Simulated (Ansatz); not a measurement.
Single-point calculation, with input and output: Ge₆₄

The run: single-point calculation of Ge₆₄ (Fd-3m, 64 atoms in the cell). Method and program: DFT, r2SCAN, PAW, plane waves (Ansatz 0.2.0).

The structure was built on a prototype by a generator.

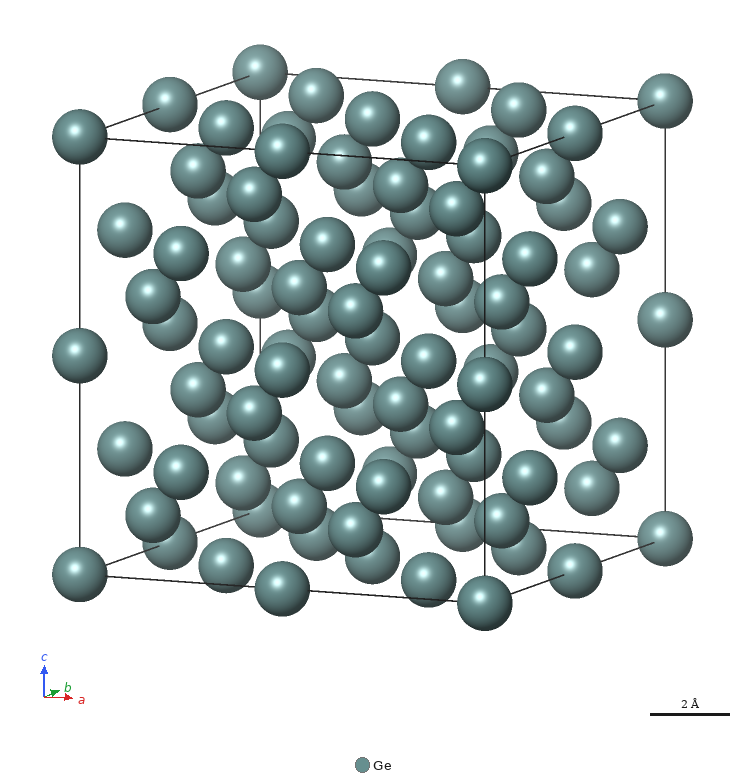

*The structure (spheres-only view of the cell of the calculation, seen slightly off an axis).*

## Summary

| quantity | value |
| --- | --- |
| outcome | converged |
| space group (tolerance 0.01 Å) | Fd-3m (227) |
| electrons treated | 896 |
| free energy | −275385.8486 eV |
| Fermi energy | 8.364 eV |
| largest force (length of the vector) | 0.027 eV/Å |
| hardware | 8 CPU threads, shared host |
| wall time | 19 s (CPU time 1.7 min) |
| peak memory | 5.5 GiB |

## Notes

The k-point mesh is coarse for a cell of this size, so the results may not be converged.

## Input file
```yaml
crystal:
  lattice:
    - [11.351184, 0.000000, 0.000000]
    - [0.000000, 11.351184, 0.000000]
    - [0.000000, 0.000000, 11.351184]
  atoms:
    - { symbol: Ge, position: [0.000000, 0.000000, 0.000000] }
    - { symbol: Ge, position: [0.000000, 0.000000, 0.500000] }
    - { symbol: Ge, position: [0.000000, 0.500000, 0.000000] }
    - { symbol: Ge, position: [0.000000, 0.500000, 0.500000] }
    - { symbol: Ge, position: [0.500000, 0.000000, 0.000000] }
    - { symbol: Ge, position: [0.500000, 0.000000, 0.500000] }
    - { symbol: Ge, position: [0.500000, 0.500000, 0.000000] }
    - { symbol: Ge, position: [0.500000, 0.500000, 0.500000] }
    - { symbol: Ge, position: [0.125000, 0.125000, 0.125000] }
    - { symbol: Ge, position: [0.125000, 0.125000, 0.625000] }
    - { symbol: Ge, position: [0.125000, 0.625000, 0.125000] }
    - { symbol: Ge, position: [0.125000, 0.625000, 0.625000] }
    - { symbol: Ge, position: [0.625000, 0.125000, 0.125000] }
    - { symbol: Ge, position: [0.625000, 0.125000, 0.625000] }
    - { symbol: Ge, position: [0.625000, 0.625000, 0.125000] }
    - { symbol: Ge, position: [0.625000, 0.625000, 0.625000] }
    - { symbol: Ge, position: [0.250000, 0.250000, 0.000000] }
    - { symbol: Ge, position: [0.250000, 0.250000, 0.500000] }
    - { symbol: Ge, position: [0.250000, 0.750000, 0.000000] }
    - { symbol: Ge, position: [0.250000, 0.750000, 0.500000] }
    - { symbol: Ge, position: [0.750000, 0.250000, 0.000000] }
    - { symbol: Ge, position: [0.750000, 0.250000, 0.500000] }
    - { symbol: Ge, position: [0.750000, 0.750000, 0.000000] }
    - { symbol: Ge, position: [0.750000, 0.750000, 0.500000] }
    - { symbol: Ge, position: [0.375000, 0.375000, 0.125000] }
    - { symbol: Ge, position: [0.375000, 0.375000, 0.625000] }
    - { symbol: Ge, position: [0.375000, 0.875000, 0.125000] }
    - { symbol: Ge, position: [0.375000, 0.875000, 0.625000] }
    - { symbol: Ge, position: [0.875000, 0.375000, 0.125000] }
    - { symbol: Ge, position: [0.875000, 0.375000, 0.625000] }
    - { symbol: Ge, position: [0.875000, 0.875000, 0.125000] }
    - { symbol: Ge, position: [0.875000, 0.875000, 0.625000] }
    - { symbol: Ge, position: [0.250000, 0.000000, 0.250000] }
    - { symbol: Ge, position: [0.250000, 0.000000, 0.750000] }
    - { symbol: Ge, position: [0.250000, 0.500000, 0.250000] }
    - { symbol: Ge, position: [0.250000, 0.500000, 0.750000] }
    - { symbol: Ge, position: [0.750000, 0.000000, 0.250000] }
    - { symbol: Ge, position: [0.750000, 0.000000, 0.750000] }
    - { symbol: Ge, position: [0.750000, 0.500000, 0.250000] }
    - { symbol: Ge, position: [0.750000, 0.500000, 0.750000] }
    - { symbol: Ge, position: [0.375000, 0.125000, 0.375000] }
    - { symbol: Ge, position: [0.375000, 0.125000, 0.875000] }
    - { symbol: Ge, position: [0.375000, 0.625000, 0.375000] }
    - { symbol: Ge, position: [0.375000, 0.625000, 0.875000] }
    - { symbol: Ge, position: [0.875000, 0.125000, 0.375000] }
    - { symbol: Ge, position: [0.875000, 0.125000, 0.875000] }
    - { symbol: Ge, position: [0.875000, 0.625000, 0.375000] }
    - { symbol: Ge, position: [0.875000, 0.625000, 0.875000] }
    - { symbol: Ge, position: [0.000000, 0.250000, 0.250000] }
    - { symbol: Ge, position: [0.000000, 0.250000, 0.750000] }
    - { symbol: Ge, position: [0.000000, 0.750000, 0.250000] }
    - { symbol: Ge, position: [0.000000, 0.750000, 0.750000] }
    - { symbol: Ge, position: [0.500000, 0.250000, 0.250000] }
    - { symbol: Ge, position: [0.500000, 0.250000, 0.750000] }
    - { symbol: Ge, position: [0.500000, 0.750000, 0.250000] }
    - { symbol: Ge, position: [0.500000, 0.750000, 0.750000] }
    - { symbol: Ge, position: [0.125000, 0.375000, 0.375000] }
    - { symbol: Ge, position: [0.125000, 0.375000, 0.875000] }
    - { symbol: Ge, position: [0.125000, 0.875000, 0.375000] }
    - { symbol: Ge, position: [0.125000, 0.875000, 0.875000] }
    - { symbol: Ge, position: [0.625000, 0.375000, 0.375000] }
    - { symbol: Ge, position: [0.625000, 0.375000, 0.875000] }
    - { symbol: Ge, position: [0.625000, 0.875000, 0.375000] }
    - { symbol: Ge, position: [0.625000, 0.875000, 0.875000] }
  symmetry: { detect: false }
kpoints:
  mp_grid: { grid: [1, 1, 1], shift: [0.25, 0.25, 0.25] }
hamiltonian:
  xc: r2scan
scf:
  occupations: { method: fermi_dirac, width: 0.01 }
output:
  forces: true
  eigenvalues: true
  populations: true
  eigenstates: { kpoints: [[0.25, 0.25, 0.25]], e_range: [-6.0, 6.0], localisation: true }
```

## The program's output
```
Pseudopotentials: kind: paw
Functional definition: r2SCAN
  parameter k0 = 0.174
  parameter k1 = 0.065
  parameter a1 = 4.9479
  exchange = r2scan_x(k0 = k0, k1 = k1, a1 = a1)
  correlation = r2scan_c
Crystal: 64 atoms, lattice volume = 1462.593 Å³
Basis set: ecut = 500 eV, 37193 PW (Γ), exchange–correlation on 360×360×360 points (64 copies of the dense FFT grid, shifted against one another)
Bands: 538, of which v1, the nominal top of the filled ones, is band 448 counted from 1 (447 counted from 0)
Symmetry: 1 space group operations
k-points: 1
Non-local potential: Ge, projectors of the file, l = 0: 2, l = 1: 2, l = 2: 3, l = 3: 1
PAW form: soft (Blöchl's): semilocal exchange-correlation on the pseudo side does not see the compensation charge
PAW frozen core: Ge, regenerated for the run's functional (the file was generated under x = pbe(κ = 0.804, μ = 0.2195149727645171), c = pbe(β = 0.06672455060314922))
PAW one-centre angular grid: Ge, 590 points (default); XC on 160 Gauss nodes
Initial density: superposition of atomic densities (neutral atoms: chi_scale 0, normalization atom), corrected by the library's trained network
Initial wavefunctions: pseudopotential atomic-orbital guess
Functional: x = r2scan, c = r2scan; τ floored in thin density (d = 2e-4 eV/Å³)
SCF iter   1: F=—  HF=-275385.538920 eV  |F-HF|=—  |Δ(HF+E_count)|=         —  Δρ=7.03e-3  dr2=2.81e-1  dr2_τ=1.41e-1  ethr=1.77e-3  ⟨swp⟩=6.0  Hψ=1916  notcnv=0  defer=3
preconditioner: auto → Resta (q_TF=auto, 2.514 Å⁻¹)  ε∞=2.6  [insulator: Δε(μ)=0.883 eV  Ē_g=23.317 eV  σ=0.010 eV  W_gap=1.00  n_scr=388 (ndim 8)  ℏωp=29.1 eV  f_vac=0.080  D(μ)=0.00/eV (n_scr^D=0)  ε∞_Penn≈2.6]
SCF iter   2: F=—  HF=-275385.839118 eV  |F-HF|=—  |Δ(HF+E_count)|=   3.00e-1  Δρ=2.21e-3  dr2=4.35e-2  dr2_τ=8.53e-4  ethr=3.14e-5  ⟨swp⟩=3.0  Hψ=1076  notcnv=0  defer=85
SCF iter   3: F=—  HF=-275385.846021 eV  |F-HF|=—  |Δ(HF+E_count)|=   6.90e-3  Δρ=1.46e-3  dr2=1.70e-2  dr2_τ=1.13e-4  ethr=4.85e-6  ⟨swp⟩=3.0  Hψ=906  notcnv=0  defer=85
SCF iter   4: F=—  HF=-275385.852645 eV  |F-HF|=—  |Δ(HF+E_count)|=   6.62e-3  Δρ=3.55e-4  dr2=1.13e-3  dr2_τ=6.38e-6  ethr=1.89e-6  ⟨swp⟩=2.0  Hψ=511  notcnv=0  defer=85
SCF iter   5: F=—  HF=-275385.846548 eV  |F-HF|=—  |Δ(HF+E_count)|=   6.10e-3  Δρ=4.79e-5  dr2=2.56e-5  dr2_τ=3.50e-7  ethr=1.26e-7  ⟨swp⟩=3.0  Hψ=1019  notcnv=0  defer=85
SCF iter   6: F=—  HF=-275385.848558 eV  |F-HF|=—  |Δ(HF+E_count)|=   2.01e-3  Δρ=8.45e-6  dr2=5.91e-6  dr2_τ=1.86e-8  ethr=2.86e-9  ⟨swp⟩=2.0  Hψ=894  notcnv=0  defer=85
SCF iter   7: F=—  HF=-275385.848557 eV  |F-HF|=—  |Δ(HF+E_count)|=   9.85e-7  Δρ=2.50e-6  dr2=3.16e-7  dr2_τ=6.00e-9  ethr=6.60e-10  ⟨swp⟩=2.0  Hψ=881  notcnv=0  defer=85
SCF iter   8: F=-275385.848557 eV  HF=-275385.848557 eV  |F-HF|=1.08e-8  |Δ(HF+E_count)|=   2.60e-8  Δρ=1.03e-6  dr2=1.81e-8  dr2_τ=2.44e-10  ethr=1.12e-11  ⟨swp⟩=10.0  Hψ=2674  notcnv=0
SCF 1 converged in 8 iterations: F = -275385.848557 eV  dr2 = 1.81e-8
  greatest PAW one-centre occupation: 0.998 electrons in one spin orbital (limit 2), on the Ge atom at site 16 (counted from 0), in its partial waves of l = 2
NSCF: frozen V_eff on 1 k-points
SCF converged after 8 iterations
Free energy (F): -275385.848557 eV
Harris-Foulkes:  -275385.848557 eV  (|F-HF|=1.08e-8)
Internal energy: -275385.848557 eV  (E = F + TS)
E sigma→0 (E₀):  -275385.848557 eV
Fermi energy:    8.363587 eV
--- Per-component energies (eV) ---
  E_band       = -10262.302974
  E_kinetic    = 7102.528663
  E_local      = -158644.667192  (includes V_loc(G=0)·N_el)
  E_nonlocal   = 26879.543789
  E_hartree    = 69671.580216
  E_xc         = -4421.657938
  E_vxc        = -4344.741939  (∫ρ·V_xc dr)
  E_paw        = -130184.633096  (= ΣΔE_a)
  E_vpaw       = -20842.084253  (= ΣTr[D̂ρ^β])
  E_aug_tail   = 0.001173  (compensation charges beyond the density's cutoff)
  E_vtau       = 243.950216  (kinetic-family band-sum trace: ∫τ·v_τ [+ j·A + Jᵃ·Aᵃ] dr)
  E_ewald      = -85719.055163
  E_core_change = -69.489008  (= ΣΔE_core)
  E_smearing   = -0.000000  (= −TS)
  E_closure    = -0.000000  (closes the sum)
  Σ components = -275385.848557   (vs F -275385.848557, Δ=0.00e0)
--- Forces (eV/Å), atoms counted from 1 ---
  atom   1  Ge    -0.01569380    -0.01569044    -0.01568690
  atom   2  Ge    -0.01568956    -0.01569065    -0.01569063
  atom   3  Ge    -0.01568812    -0.01569008    -0.01568940
  atom   4  Ge    -0.01569435    -0.01568931    -0.01569589
  atom   5  Ge    -0.01569013    -0.01569178    -0.01569272
  atom   6  Ge    -0.01568845    -0.01569045    -0.01569392
  atom   7  Ge    -0.01568755    -0.01568889    -0.01568481
  atom   8  Ge    -0.01568995    -0.01569062    -0.01568896
  atom   9  Ge     0.01569217     0.01568738     0.01569301
  atom  10  Ge     0.01568749     0.01568919     0.01568777
  atom  11  Ge     0.01568693     0.01569324     0.01569228
  atom  12  Ge     0.01569273     0.01569219     0.01568968
  atom  13  Ge     0.01569416     0.01569016     0.01569360
  atom  14  Ge     0.01568819     0.01568696     0.01568787
  atom  15  Ge     0.01568798     0.01569061     0.01569165
  atom  16  Ge     0.01569228     0.01569364     0.01568778
  atom  17  Ge    -0.01569110    -0.01569072    -0.01568892
  atom  18  Ge    -0.01568872    -0.01569438    -0.01568945
  atom  19  Ge    -0.01568937    -0.01568663    -0.01568698
  atom  20  Ge    -0.01569116    -0.01568832    -0.01569463
  atom  21  Ge    -0.01569001    -0.01569468    -0.01568726
  atom  22  Ge    -0.01569063    -0.01569168    -0.01569571
  atom  23  Ge    -0.01569138    -0.01568812    -0.01569069
  atom  24  Ge    -0.01569148    -0.01568886    -0.01568965
  atom  25  Ge     0.01569285     0.01568867     0.01569154
  atom  26  Ge     0.01569033     0.01569015     0.01568831
  atom  27  Ge     0.01569012     0.01569107     0.01569361
  atom  28  Ge     0.01569272     0.01569224     0.01568776
  atom  29  Ge     0.01568800     0.01568922     0.01569300
  atom  30  Ge     0.01568952     0.01568695     0.01568736
  atom  31  Ge     0.01569122     0.01569304     0.01569243
  atom  32  Ge     0.01568908     0.01569106     0.01568968
  atom  33  Ge    -0.01569172    -0.01569387    -0.01568800
  atom  34  Ge    -0.01568906    -0.01568784    -0.01569130
  atom  35  Ge    -0.01568928    -0.01568931    -0.01569042
  atom  36  Ge    -0.01569040    -0.01569070    -0.01569206
  atom  37  Ge    -0.01569112    -0.01568721    -0.01569039
  atom  38  Ge    -0.01569090    -0.01569435    -0.01569101
  atom  39  Ge    -0.01568931    -0.01569052    -0.01568730
  atom  40  Ge    -0.01569198    -0.01568856    -0.01569211
  atom  41  Ge     0.01569010     0.01568894     0.01569035
  atom  42  Ge     0.01569322     0.01568649     0.01569047
  atom  43  Ge     0.01569310     0.01569525     0.01569063
  atom  44  Ge     0.01568954     0.01569006     0.01569032
  atom  45  Ge     0.01568763     0.01568826     0.01568989
  atom  46  Ge     0.01569060     0.01568997     0.01569058
  atom  47  Ge     0.01569099     0.01568979     0.01568944
  atom  48  Ge     0.01568870     0.01569466     0.01569065
  atom  49  Ge    -0.01569296    -0.01569296    -0.01568881
  atom  50  Ge    -0.01569050    -0.01569324    -0.01569072
  atom  51  Ge    -0.01569032    -0.01568935    -0.01568885
  atom  52  Ge    -0.01569194    -0.01568685    -0.01569176
  atom  53  Ge    -0.01568702    -0.01569189    -0.01568878
  atom  54  Ge    -0.01569213    -0.01569346    -0.01569338
  atom  55  Ge    -0.01569237    -0.01568900    -0.01568976
  atom  56  Ge    -0.01568459    -0.01568662    -0.01569035
  atom  57  Ge     0.01568856     0.01568953     0.01569040
  atom  58  Ge     0.01568975     0.01568793     0.01568989
  atom  59  Ge     0.01569179     0.01569371     0.01568857
  atom  60  Ge     0.01568908     0.01568891     0.01569052
  atom  61  Ge     0.01569179     0.01568713     0.01568863
  atom  62  Ge     0.01569020     0.01569034     0.01569188
  atom  63  Ge     0.01569036     0.01569176     0.01569265
  atom  64  Ge     0.01569042     0.01569293     0.01568956
  max |Σ_I F_I| component: 2.55e-7 eV/Å
--- Band table (eV) ---
  k-point 0: bands = ["-17.2037", "-17.2037", "-17.2037", "-17.2025", "-17.2025", "-17.2025", "-17.2025", "-17.2025", "-17.2025", "-17.1987", ... 328 levels left out ..., "-2.6980", "-2.6980", "-2.2001", "-2.2001", "-2.2001", "-1.7727", "-1.7727", "-1.7727", "-1.6519", "-1.6519", "-1.6519", "-1.6519", "-1.6519", "-1.6519", "-0.0241", "-0.0241", "-0.0241", "-0.0241", "-0.0241", "-0.0241", "0.0525", "0.0525", "0.0526", "0.4350", "0.4350", "0.4350", "0.5712", "0.5712", "0.5712",
      "1.2411", "1.2411", "1.2411", "1.2411", "1.2411", "1.2411", "1.4038", "2.0269", "2.0269", "2.0269", "2.6129", "2.6129", "2.6129", "4.0052", "4.0052", "4.0052", "4.0080", "4.0080", "4.0080", "4.0112", "4.0112", "4.0112", "4.0112", "4.0112", "4.0112", "4.5895", "4.5895", "4.5895", "4.6321", "4.6321", "4.6321", "4.6321", "4.6321", "4.6321", "5.0785", "5.0785", "5.0785", "5.0785", "5.0785", "5.0785",
      "5.2464", "5.2464", "5.2464", "5.3222", "5.3222", "5.3222", "5.5560", "5.5560", "5.5560", "5.6496", "5.6496", "5.6496", "5.7753", "5.7753", "5.7753", "5.9161", "6.0883", "6.0883", "6.0883", "6.0924", "6.0924", "6.0924", "6.0924", "6.0924", "6.0924", "6.4257", "6.4257", "6.4257", "6.7225", "6.7225", "6.7225", "6.7640", "6.7640", "6.7640", "6.9241", "6.9241", "7.2835", "7.2835", "7.2835", "7.9031",
      "7.9031", "8.8172", "9.3999", "9.3999", "9.3999", "9.5378", "9.7615", "9.7615", "9.7615", "9.8986", "9.8986", "9.8986", "10.1363", "10.1363", "10.1363", "10.1431", "10.1431", "10.1431", "10.3955", "10.3955", "10.3955", "10.4641", "10.4641", "10.4641", "10.8176", "10.8176", "10.8176", "10.8176", "10.8176", "10.8176", "10.9790", "10.9790", "10.9790", "10.9790", "10.9790", "10.9790", "11.1319", "11.1319", "11.1319", "11.2466",
      "11.2466", "11.2466", "11.4444", "11.4444", "11.9548", "11.9548", "11.9548", "11.9548", "11.9548", "11.9548", "12.0247", "12.0812", "12.0812", "12.0812", "12.2598", "12.2598", "12.2598", "12.2871", "12.2871", "12.5138", "12.5138", "12.5138", "12.8108", "12.8108", "12.8108", "12.8108", "12.8108", "12.8108", "13.0049", "13.0049", "13.0049", "13.0908", "13.0908", "13.0908", "13.4448", "13.4448", "13.4448", "13.5202", "13.5202", "13.5202",
      "13.5202", "13.5202", "13.5202", "13.6607", "13.6607", "13.6607", "13.7160", "13.7160", "13.7160", "13.7160", "13.7160"]
--- Löwdin populations: 64 sites ---
  site symbol       q [e]
     0     Ge     13.9786
     1     Ge     13.9786
     2     Ge     13.9786
     3     Ge     13.9786
     4     Ge     13.9786
     5     Ge     13.9786
     6     Ge     13.9786
     7     Ge     13.9786
     8     Ge     13.9786
     9     Ge     13.9786
    10     Ge     13.9786
    11     Ge     13.9786
    12     Ge     13.9786
    13     Ge     13.9786
    14     Ge     13.9786
    15     Ge     13.9786
    16     Ge     13.9786
    17     Ge     13.9786
    18     Ge     13.9786
    19     Ge     13.9786
    20     Ge     13.9786
    21     Ge     13.9786
    22     Ge     13.9786
    23     Ge     13.9786
    24     Ge     13.9786
    25     Ge     13.9786
    26     Ge     13.9786
    27     Ge     13.9786
    28     Ge     13.9786
    29     Ge     13.9786
    30     Ge     13.9786
    31     Ge     13.9786
    32     Ge     13.9786
    33     Ge     13.9786
    34     Ge     13.9786
    35     Ge     13.9786
    36     Ge     13.9786
    37     Ge     13.9786
    38     Ge     13.9786
    39     Ge     13.9786
    40     Ge     13.9786
    41     Ge     13.9786
    42     Ge     13.9786
    43     Ge     13.9786
    44     Ge     13.9786
    45     Ge     13.9786
    46     Ge     13.9786
    47     Ge     13.9786
    48     Ge     13.9786
    49     Ge     13.9786
    50     Ge     13.9786
    51     Ge     13.9786
    52     Ge     13.9786
    53     Ge     13.9786
    54     Ge     13.9786
    55     Ge     13.9786
    56     Ge     13.9786
    57     Ge     13.9786
    58     Ge     13.9786
    59     Ge     13.9786
    60     Ge     13.9786
    61     Ge     13.9786
    62     Ge     13.9786
    63     Ge     13.9786
  spilling = 0.001530 (of n_electrons = 896.000000)
```
